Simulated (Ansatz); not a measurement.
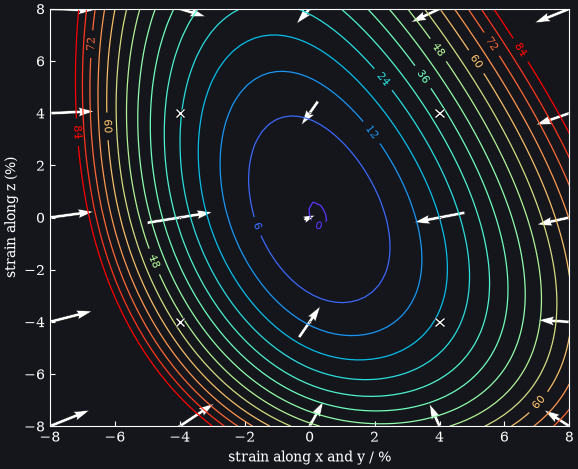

Energy landscape of KMgF3 (Pm-3m, No. 221; 5 atoms in the cell). The cell is strained homogeneously, by one strain along x and y and another along z, with fractional coordinates fixed (x, y and z along the cube axes). The first coordinate is: strain along x and y; the second: strain along z. The grid has 5 × 5 points. At 4 points there is no value. All energies are given in meV/atom relative to the lowest grid point. The reference cell is the one listed in the database, not relaxed at this level. The calculation used Ansatz, DFT PBEsol, scalar-relativistic, plane waves, PAW. Settings: cutoff 420 eV, k-mesh 6×6×6, gaussian smearing 0.05 eV, no spin polarisation.

Drawn: contour lines labelled in meV/atom (none above 84), crosses at grid points without a value, dots at the grid points, arrows along the force (downhill), their lengths compressed. Between grid points the surface is interpolated. 

Where are the wells?

Answer. The lowest grid point is at strain along x and y = 0 %, strain along z = 0 %. It is the only kind of minimum in the scanned range. The highest grid point, strain along x and y = −8 %, strain along z = −8 %, lies 231 meV/atom above the lowest. Round the minimum the valley is somewhat tilted: raising strain along x and y shifts the best value of strain along z downwards (coupling k₁₂/√(k₁₁k₂₂) about 0.4). The gap on the k-mesh is 7.1 eV at the lowest point and runs from 5.7 to 9.3 eV over the map.

The values on the grid:

| strain along z ↓, strain along x and y → | −8 | −4 | 0 | 4 | 8 |
| --- | --- | --- | --- | --- | --- |
| 8 | 111 | 34 | 25 | 60 | 123 |
| 4 | 112 | – | 7 | – | 90 |
| 0 | 127 | 28 | 0 | 18 | 66 |
| −4 | 163 | – | 11 | – | 59 |
| −8 | 231 | 103 | 50 | 47 | 77 |
